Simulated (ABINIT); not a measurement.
# Run report: FeO, phonons q calculation (part 2 of 2)

Continued. System: FeO (Pm-3m, 2 atoms in the cell). Method: Kohn-Sham DFT of a periodic cell, PBEsol, DFT+U, JTH PAW PBE v2.0 (ABINIT 10.8.3); cutoff 707.5 eV, 8×8×8 k-mesh, fermi-dirac of 0.05 eV, collinear spins. The structure was built on a prototype by a generator; it need not be a known phase. The settings of this run were made unusual or wrong on purpose.

Geometry of the input (Å; fractional positions):
```
2.6125  0.0000  0.0000
0.0000  2.6125  0.0000
0.0000  0.0000  2.6125
Fe 0.0000  0.0000  0.0000
O  0.5000  0.5000  0.5000
```

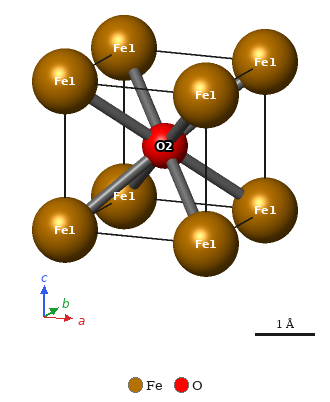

Figure 1. The structure (ball-and-stick view of the cell of the calculation, seen slightly off an axis; atoms are numbered from 1 in the order of the input). An atom can appear more than once, as a periodic image.

The program's output, continued:
```
                       1.000000  1.000000  1.000000  1.000000  1.000000  1.000000
                       1.000000  1.000000  1.000000  1.000000  1.000000  0.000000
                       0.000000  0.000000  0.000000  0.000000  0.000000  0.000000
                       0.000000  0.000000
                       1.000000  1.000000  1.000000  1.000000  1.000000  1.000000
                       1.000000  1.000000  1.000000  1.000000  1.000000  0.000000
                       0.000000  0.000000  0.000000  0.000000  0.000000  0.000000
                       0.000000  0.000000
                       1.000000  1.000000  1.000000  1.000000  1.000000  1.000000
                       1.000000  1.000000  1.000000  1.000000  1.000000  0.000000
                       0.000000  0.000000  0.000000  0.000000  0.000000  0.000000
                       0.000000  0.000000
                       1.000000  1.000000  1.000000  1.000000  1.000000  1.000000
                       1.000000  1.000000  1.000000  1.000000  1.000000  0.000000
                       0.000000  0.000000  0.000000  0.000000  0.000000  0.000000
                       0.000000  0.000000
                       1.000000  1.000000  1.000000  1.000000  1.000000  1.000000
                       1.000000  1.000000  1.000000  1.000000  1.000000  0.000000
                       0.000000  0.000000  0.000000  0.000000  0.000000  0.000000
                       0.000000  0.000000
                       1.000000  1.000000  1.000000  1.000000  1.000000  1.000000
                       1.000000  1.000000  1.000000  1.000000  1.000000  0.000000
                       0.000000  0.000000  0.000000  0.000000  0.000000  0.000000
                       0.000000  0.000000
                       1.000000  1.000000  1.000000  1.000000  1.000000  1.000000
                       1.000000  1.000000  1.000000  1.000000  1.000000  0.000000
                       0.000000  0.000000  0.000000  0.000000  0.000000  0.000000
                       0.000000  0.000000
                       1.000000  1.000000  1.000000  1.000000  1.000000  1.000000
                       1.000000  1.000000  1.000000  1.000000  1.000000  0.000000
                       0.000000  0.000000  0.000000  0.000000  0.000000  0.000000
                       0.000000  0.000000
                       1.000000  1.000000  1.000000  1.000000  1.000000  1.000000
                       1.000000  1.000000  1.000000  1.000000  1.000000  0.000000
                       0.000000  0.000000  0.000000  0.000000  0.000000  0.000000
                       0.000000  0.000000
                       1.000000  1.000000  1.000000  1.000000  1.000000  1.000000
                       1.000000  1.000000  1.000000  1.000000  1.000000  0.000000
                       0.000000  0.000000  0.000000  0.000000  0.000000  0.000000
                       0.000000  0.000000
                       1.000000  1.000000  1.000000  1.000000  1.000000  1.000000
                       1.000000  1.000000  1.000000  1.000000  1.000000  0.000000
                       0.000000  0.000000  0.000000  0.000000  0.000000  0.000000
                       0.000000  0.000000
                       1.000000  1.000000  1.000000  1.000000  1.000000  1.000000
                       1.000000  1.000000  1.000000  1.000000  1.000000  0.000000
                       0.000000  0.000000  0.000000  0.000000  0.000000  0.000000
                       0.000000  0.000000
                       1.000000  1.000000  1.000000  1.000000  1.000000  1.000000
                       1.000000  1.000000  1.000000  1.000000  1.000000  0.000000
                       0.000000  0.000000  0.000000  0.000000  0.000000  0.000000
                       0.000000  0.000000
                       1.000000  1.000000  1.000000  1.000000  1.000000  1.000000
                       1.000000  1.000000  1.000000  1.000000  1.000000  0.000000
                       0.000000  0.000000  0.000000  0.000000  0.000000  0.000000
                       0.000000  0.000000
                       1.000000  1.000000  1.000000  1.000000  1.000000  1.000000
                       1.000000  1.000000  1.000000  1.000000  1.000000  0.000000
                       0.000000  0.000000  0.000000  0.000000  0.000000  0.000000
                       0.000000  0.000000
                       1.000000  1.000000  1.000000  1.000000  1.000000  1.000000
                       1.000000  1.000000  1.000000  1.000000  1.000000  0.000000
                       0.000000  0.000000  0.000000  0.000000  0.000000  0.000000
                       0.000000  0.000000
                       1.000000  1.000000  1.000000  1.000000  1.000000  1.000000
                       1.000000  1.000000  1.000000  1.000000  1.000000  0.000000
                       0.000000  0.000000  0.000000  0.000000  0.000000  0.000000
                       0.000000  0.000000
                       1.000000  1.000000  1.000000  1.000000  1.000000  1.000000
                       1.000000  1.000000  1.000000  1.000000  1.000000  0.000000
                       0.000000  0.000000  0.000000  0.000000  0.000000  0.000000
                       0.000000  0.000000
                       1.000000  1.000000  1.000000  1.000000  1.000000  1.000000
                       1.000000  1.000000  1.000000  1.000000  1.000000  0.000000
                       0.000000  0.000000  0.000000  0.000000  0.000000  0.000000
                       0.000000  0.000000
                       1.000000  1.000000  1.000000  1.000000  1.000000  1.000000
                       1.000000  1.000000  1.000000  1.000000  1.000000  0.000000
                       0.000000  0.000000  0.000000  0.000000  0.000000  0.000000
                       0.000000  0.000000
                       1.000000  1.000000  1.000000  1.000000  1.000000  1.000000
                       1.000000  1.000000  1.000000  1.000000  1.000000  0.000000
                       0.000000  0.000000  0.000000  0.000000  0.000000  0.000000
                       0.000000  0.000000
                       1.000000  1.000000  1.000000  1.000000  1.000000  1.000000
                       1.000000  1.000000  1.000000  1.000000  1.000000  0.000000
                       0.000000  0.000000  0.000000  0.000000  0.000000  0.000000
                       0.000000  0.000000
                       1.000000  1.000000  1.000000  1.000000  1.000000  1.000000
                       1.000000  1.000000  1.000000  1.000000  1.000000  0.000000
                       0.000000  0.000000  0.000000  0.000000  0.000000  0.000000
                       0.000000  0.000000
                       1.000000  1.000000  1.000000  1.000000  1.000000  1.000000
                       1.000000  1.000000  1.000000  1.000000  1.000000  0.000000
                       0.000000  0.000000  0.000000  0.000000  0.000000  0.000000
                       0.000000  0.000000
                       1.000000  1.000000  1.000000  1.000000  1.000000  1.000000
                       1.000000  1.000000  1.000000  1.000000  1.000000  0.000000
                       0.000000  0.000000  0.000000  0.000000  0.000000  0.000000
                       0.000000  0.000000
                       1.000000  1.000000  1.000000  1.000000  1.000000  1.000000
                       1.000000  1.000000  1.000000  1.000000  1.000000  0.000000
                       0.000000  0.000000  0.000000  0.000000  0.000000  0.000000
                       0.000000  0.000000
                       1.000000  1.000000  1.000000  1.000000  1.000000  1.000000
                       1.000000  1.000000  1.000000  1.000000  1.000000  0.000000
                       0.000000  0.000000  0.000000  0.000000  0.000000  0.000000
                       0.000000  0.000000
                       prtocc : prtvol=0, do not print more k-points.
           occopt           3
        optdriver1          0
        optdriver2          1
        pawecutdg      4.80000000E+01 Hartree
         pawxcdev           0
           prtden           0
        prtebands           0
           prteig           0
            prtwf1          1
            prtwf2          0
              qpt1     0.00000000E+00  0.00000000E+00  0.00000000E+00
              qpt2     1.37000000E-01  0.00000000E+00  0.00000000E+00
           rfphon1          0
           rfphon2          1
           shiftk      5.00000000E-01  5.00000000E-01  5.00000000E-01
          spgroup         221
           spinat      0.0000000000E+00  0.0000000000E+00  3.0000000000E+00
                       0.0000000000E+00  0.0000000000E+00  0.0000000000E+00
           tolvrs1     1.00000000E-11
           tolvrs2     1.00000000E-08
           tolwfr1     1.00000000E-14
           tolwfr2     0.00000000E+00
           tsmear      1.83746611E-03 Hartree
            typat      1  2
            upawu      1.28622628E-01  0.00000000E+00 Hartree
          usepawu           1
           useylm           1
                       outvars : Printing only first  50 k-points.
           xangst      0.0000000000E+00  0.0000000000E+00  0.0000000000E+00
                       1.3062348150E+00  1.3062348150E+00  1.3062348150E+00
            xcart      0.0000000000E+00  0.0000000000E+00  0.0000000000E+00
                       2.4684260565E+00  2.4684260565E+00  2.4684260565E+00
             xred      0.0000000000E+00  0.0000000000E+00  0.0000000000E+00
                       5.0000000000E-01  5.0000000000E-01  5.0000000000E-01
            znucl       26.00000    8.00000

================================================================================

 chkinp: Checking input parameters for consistency, jdtset=   1.

 chkinp: Checking input parameters for consistency, jdtset=   2.

 chkdpr: ERROR -
  Context : the value of the variable usepawu is   1.
  The value of the input variable norm(qpt) is  1.876900000000E-02,
  while it must be equal to   0.000000000000E+00.
  Action: you should change the input variables norm(qpt) or usepawu.

Checking consistency of input data against itself revealed some problem(s).
So, stopping. The details of the problem(s) are given in the error file or the standard output file (= "log" file).
In parallel, the details might not even be printed there. Then, try running in sequential to see the details.

--- !ERROR
message: |
    Checking consistency of input data against itself gave 1 inconsistency.
    The details of the problem can be FOUND ABOVE (or in output or log file).
    In parallel, the details might not even be printed there. Then, try running in sequential to see the details.
...
```

What the run reported:

```tsv
quantity	value
outcome	refused by the program
space group (tolerance 0.01 Å)	Pm-3m (221)
```

Diagnosis:

Some settings of this run were drawn to be unusual or wrong (qpt2 set to 0.137 0.0 0.0 (from 1/2 1/2 1/2)). The program refused the input: “Context : the value of the variable usepawu is 1. The value of the input variable norm(qpt) is 1.876900000000E-02, while it must be equal to 0.000000000000E+00. Action: you should change the input variables norm(qpt) or usepawu.”
